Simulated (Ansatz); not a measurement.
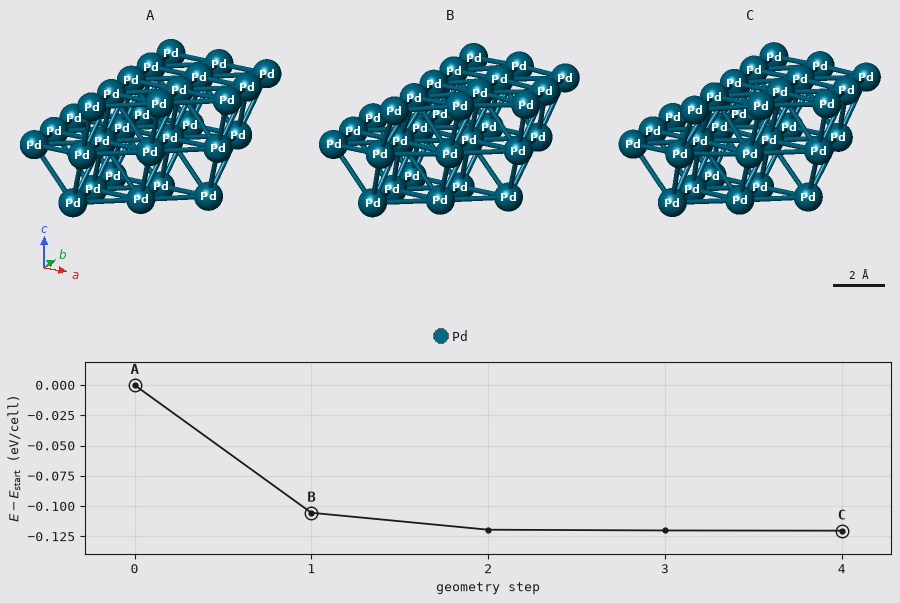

Frames of a constrained relaxation of a slab of composition Pd (cut from the Fm-3m phase), marked on the history of the run. Style: ball-and-stick. Shown: the atoms within 5.8 Å of the atom that moves most (axes of the 1 × 3 repeat of the cell, outlined in the plane, without the vacuum (origin shifted)), slightly off an axis.

Case: stripe over 3 of 6 cells, two steps. 12 atoms are held fixed.

All numbers below come from Ansatz, DFT PBE, scalar-relativistic, plane waves, PAW. Settings: plane-wave cutoff 420 eV; k-point mesh 2 × 12 × 1; occupations gaussian; smearing width 0.1 eV; no spin polarisation; dipole correction; atoms relaxed in a fixed cell; force threshold 0.02 eV/Å; at most 45 steps.

> Describe the path.

A Pd atom moves most: 0.18 Å at 44° to the normal (−c side). The lattice vectors keep their values. Near-neighbour distances that change, for instance: Pd–Pd 2.788 → 2.680 Å, Pd–Pd 2.788 → 2.875 Å, Pd–Pd 2.788 → 2.723 Å, Pd–Pd 2.788 → 2.828 Å. After 4 geometry steps the energy has fallen by 0.120 eV per cell of the calculation. Largest force component: 0.41 eV/Å at the start, 0.0054 eV/Å at the end. The run took 6.6 min on 4 threads of Intel(R) Xeon(R) 6975P-C (Granite Rapids) (shared host), peak memory 5.1 GiB. From step 0 to 1: Pd atoms move most (0.19 Å), energy −0.105 eV per cell of the calculation. From step 1 to 4: a Pd atom moves most (0.06 Å), energy −14.8 meV per cell of the calculation.
